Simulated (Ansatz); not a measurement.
**Si$_{9}$O$_{19}$ (cell charge −1, with a compensating background) (cell with a defect): density, localisation and related maps**

The calculation's input:

```
crystal:
  lattice:
    - [5.0200429224, 0.0, -5.5094745278]
    - [-2.5100214612, -4.3474846989, -5.5094745278]
    - [-2.5100214612, 4.3474846988, -5.5094745278]
  atoms:
    - { symbol: Si, position: [0.5216783764, 0.9817555771, 0.5173538494] }
    - { symbol: Si, position: [0.1836608865, 0.6302652984, 0.1763692683], spin: 0.111 }
    - { symbol: Si, position: [0.857431453, 0.3366371703, 0.8398637838] }
    - { symbol: Si, position: [0.965795449, 0.9372909763, 0.4325633552] }
    - { symbol: Si, position: [0.6121974617, 0.5883911486, 0.1057353154] }
    - { symbol: Si, position: [0.3039905454, 0.2889032619, 0.7680810016] }
    - { symbol: Si, position: [0.8737493371, 0.3819101131, 0.4035376581] }
    - { symbol: Si, position: [0.5522916218, 0.1015008183, 0.0782935316], spin: 0.111 }
    - { symbol: Si, position: [0.2192004431, 0.7274408348, 0.7316222261] }
    - { symbol: O, position: [0.4580651717, 0.1686005299, 0.6119490529] }
    - { symbol: O, position: [0.1180281471, 0.8189090908, 0.2701056203], spin: 0.111 }
    - { symbol: O, position: [0.7804987342, 0.5395441671, 0.9119655915] }
    - { symbol: O, position: [0.7360667785, 0.200238683, 1.0244602536], spin: 0.111 }
    - { symbol: O, position: [0.4101116611, 0.815429928, 0.6600393086] }
    - { symbol: O, position: [0.0616273743, 0.4736528663, 0.3267835941] }
    - { symbol: O, position: [0.3788422059, 0.2332879135, 0.9666527102] }
    - { symbol: O, position: [0.0485544818, 0.8733659733, 0.6264563336] }
    - { symbol: O, position: [0.7034308463, 0.5241547523, 0.2927840186], spin: 0.111 }
    - { symbol: O, position: [0.7977795522, 0.3624772934, 0.6389976551] }
    - { symbol: O, position: [0.4631315941, 0.0533354845, 0.3079146852] }
    - { symbol: O, position: [0.1387717586, 0.6984925618, 0.9682508714], spin: 0.111 }
    - { symbol: O, position: [0.9385275169, 0.1720134258, 0.3495748913] }
    - { symbol: O, position: [0.5069799384, 0.8251729837, 0.0413041741], spin: 0.111 }
    - { symbol: O, position: [0.2845539568, 0.5204580382, 0.670425618] }
    - { symbol: O, position: [0.7557325753, 0.8884844863, 0.48735187], spin: 0.111 }
    - { symbol: O, position: [0.4119560843, 0.5152988601, 0.1643393075] }
    - { symbol: O, position: [0.0898006848, 0.244938839, 0.8195633995] }
    - { symbol: O, position: [0.6780453231, 0.9113873208, -0.0215024793], spin: 0.111 }
  host:
    lattice:
      - [5.0200429224, 0.0, 0.0]
      - [-2.5100214612, 4.3474846988, 0.0]
      - [0.0, 0.0, 5.5094745278]
    atoms:
      - { symbol: Si, position: [0.5234748573, 0.5234748573, 0.0] }
      - { symbol: Si, position: [0.0, 0.4765251427, 0.6666666667] }
      - { symbol: Si, position: [0.4765251427, 0.0, 0.3333333333] }
      - { symbol: O, position: [0.2557642158, 0.4144596224, 0.7945742454] }
      - { symbol: O, position: [0.5855403776, 0.8413045934, 0.1279075787] }
      - { symbol: O, position: [0.1586954066, 0.7442357842, 0.461240912] }
      - { symbol: O, position: [0.4144596224, 0.2557642158, 0.2054257546] }
      - { symbol: O, position: [0.7442357842, 0.1586954066, 0.538759088] }
      - { symbol: O, position: [0.8413045934, 0.5855403776, 0.8720924213] }
total_charge: -1
basis:
  ecutwfc: 420
  xc_grid: 2
kpoints:
  mp_grid: { grid: [2, 2, 2], shift: [0.5, 0.5, 0.5] }
hamiltonian:
  xc: pbe
scf:
  occupations: { method: gaussian, width: 0.01 }
output:
  forces: true
  stress: false
  eigenvalues: true
  populations: true
  charged_corrections:
    defect_position: [0.83333333, 0.83333333, 0.16666667]
    epsilon: [[4.5605, 0.0, 0.0], [0.0, 4.5605, 0.0], [0.0, 0.0, 4.7897]]
  write_density: true
  write_potential: true
  elf: true
  volumetric_format: npy
magnetization:
  spin_polarized: true
relax:
  adjacent_minimum: "off"
  f_tol: 0.025
  max_steps: 45
```

Run with:

```sh
ansatz run input.yaml --threads 4 --pin off --max-ram 10240MiB --backend cpu --events-out ev --progress --plain --runs-dir out
```

The fields are those of the run's last geometry, not of the input's.

The SCF solution may not be the lowest one; the program warned that a starting moment wasn't kept; spin-polarised.

Computed with DFT PBE, scalar-relativistic, plane waves, PAW (Ansatz).

The density is the valence pseudo-density of a PAW calculation; it isn't the true density close to the nuclei.

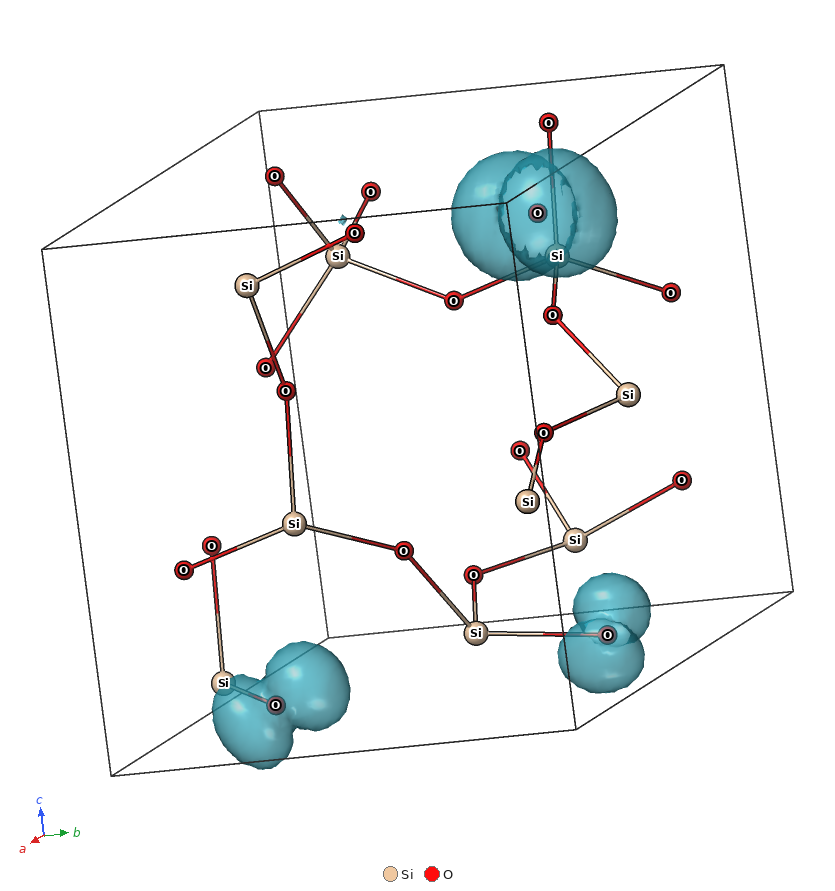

Figure 1. Isosurfaces of the magnetisation density (up minus down) at +0.03 (yellow) and −0.03 e/Å³ (cyan), seen slightly off an axis. Sticks mark near contacts.

Question: Describe the spin distribution.

Answer: The spin density sits on O: −0.6 μB in one cell of 28 atoms, with smaller moments on other sites: O (up to −0.14 μB): with much of the spin spread outside that site. The cell of the calculation (28 atoms) carries 1.0 μB of net spin moment. Only one sign reaches the isovalue.

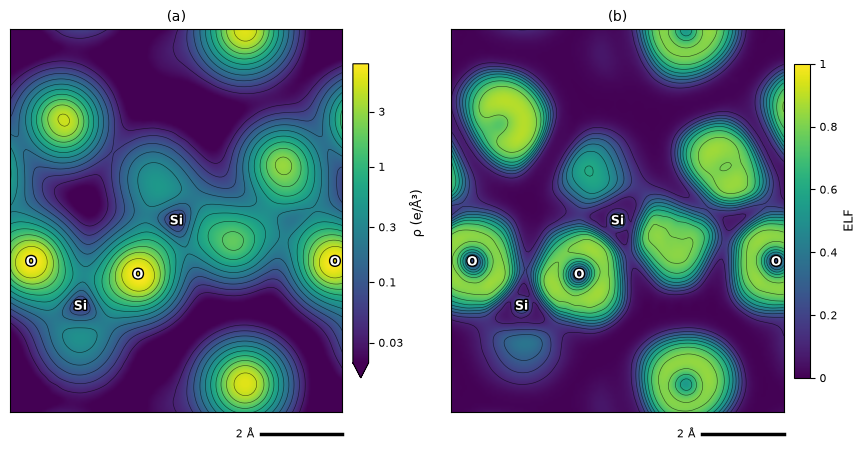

Figure 2. (a) valence charge density (pseudo); (b) ELF on the (011) plane of the calculation cell.

Question: Read the bonding off the picture.

Answer:
- Atoms in the plane: Si and O.
- Atoms just off the plane (Si, 0.5 Å away and O, 0.3 Å away) can leave unmarked features too.
- Si–O (1.62 Å): ρ at the midpoint is about 1.2 e/Å³; the ELF peaks at about 0.85 between the atoms: a polar covalent bond.
- Between the atoms the lowest density in this plane is 0.008 e/Å³.
- The ELF also peaks beside O, away from the bonds: non-bonding electrons, paired or unpaired.

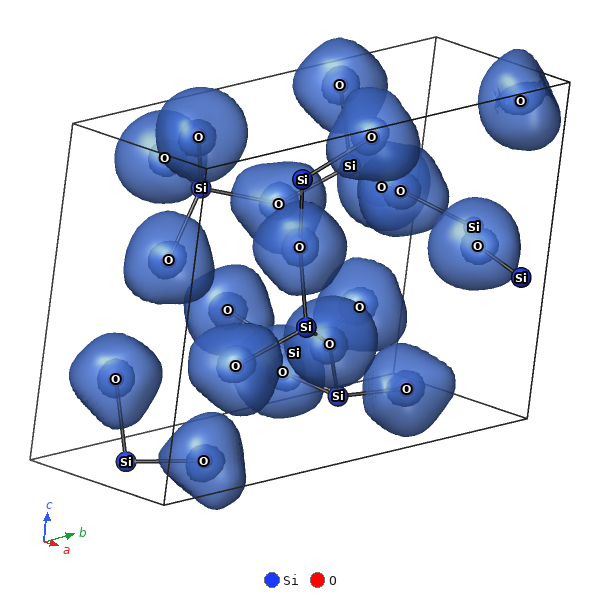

Figure 3. Isosurface of the ELF at 0.7 (blue), seen slightly off an axis. Core shells and regions of very low density are left out. Sticks mark near contacts.

Question: Identify the bonds, lone pairs and shells in this picture.

Answer: The surface consists of 19 regions on O in which the atom's valence shell and bonds are merged, counted in one cell of 28 atoms. Regions shared between cells count once.


Si–O (1.60 Å): the ELF peaks at about 0.85 between the atoms, as expected for a polar covalent bond. Si–O (1.64 Å): the ELF peaks at about 0.85 between the atoms, as expected for a polar covalent bond.
